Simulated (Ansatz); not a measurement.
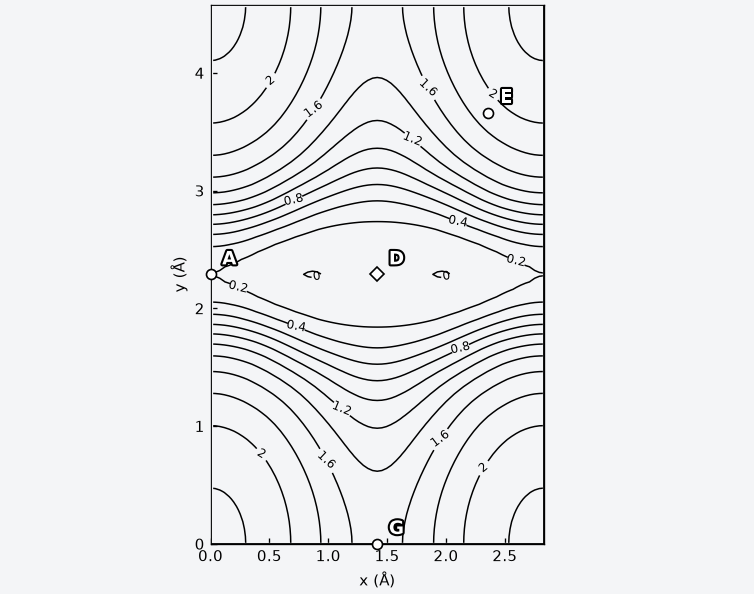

Si on a Ti(100) slab cut from the P6/mmm phase, its upper half relaxed before the scan (6 atoms of substrate and one adsorbate in a 1 × 1 cell). 
- Si is moved over the surface cell; relaxed at each place: the height of the adsorbate's atoms; substrate rigid; the origin of the map has the adsorbate above Ti6.
- Places are given modulo a cell vector. The map is drawn in real space over the plane of the surface.
- The scan uses a 6 × 10 grid; 24 points were computed and 36 follow by symmetry.
- Energies: eV, counted from the lowest grid point.
- With one adsorbate in each 1 × 1 cell, its nearest image is 2.8 Å away, so neighbouring adsorbates interact.
- The calculation used Ansatz, DFT PBE, scalar-relativistic, plane waves, PAW. Settings: cutoff 420 eV, k-mesh 9×6×1, gaussian smearing 0.1 eV, no spin polarisation.

In the figure: contour lines labelled in eV, the outline of one cell of the plane, lettered points. Between grid points the surface is interpolated.

Question: Is E the lowest point of the computed grid?

Answer: No. E lies 1.91 eV above the lowest grid point, which is at (2/6, 5/10) of the cell vectors [nearest 1 Ti at 2.49 Å].

Question: What kind of point is each of A, D, E, G: minimum, saddle, maximum or slope?

Answer: A: saddle point; D: saddle point; E: on a slope; G: saddle point. (In these two coordinates alone; a stationary point may lie a little off the grid point.)

Question: Rank the lettered points by energy, lowest first.

Answer: D (0.030 eV), A (0.20 eV), G (1.53 eV), E (1.91 eV).

PAW datasets: the set soft_1.
